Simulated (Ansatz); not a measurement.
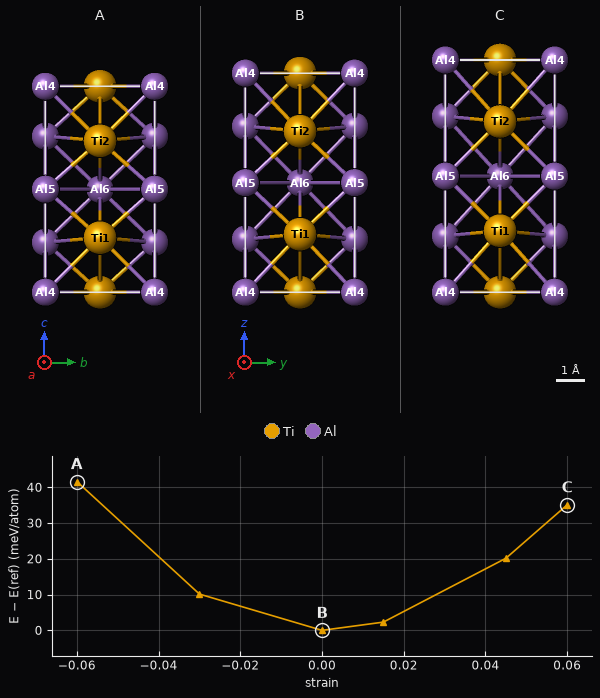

A scan of a crystal of Ti3Al5 (Pmmm): the cell is strained along z alone, with the atoms kept at their fractional coordinates. x, y and z are the Cartesian axes of the input. The lettered frames are marked on the plot. The picture is a ball-and-stick view of the cell of the calculation, seen along the a axis.

Theory: DFT r2SCAN, scalar-relativistic, plane waves, PAW in Ansatz 0.2.0. (plane-wave cutoff 500 eV; k-point mesh 10 × 10 × 6; occupations gaussian; smearing width 0.15 eV; no spin polarisation). Energies (free energies at the smearing named) are counted from the relaxed crystal.

Question: Read off the main features of the energy profile.

Answer: The lowest computed point lies at the strain 0.00 (0.0 meV/atom). The end points stand at 41.6 meV/atom (−0.06) and 35.1 meV/atom (0.06). The distortion keeps the space group Pmmm. At the strain −0.06 the cell of the drawing goes c 8.071 → 7.586 Å.
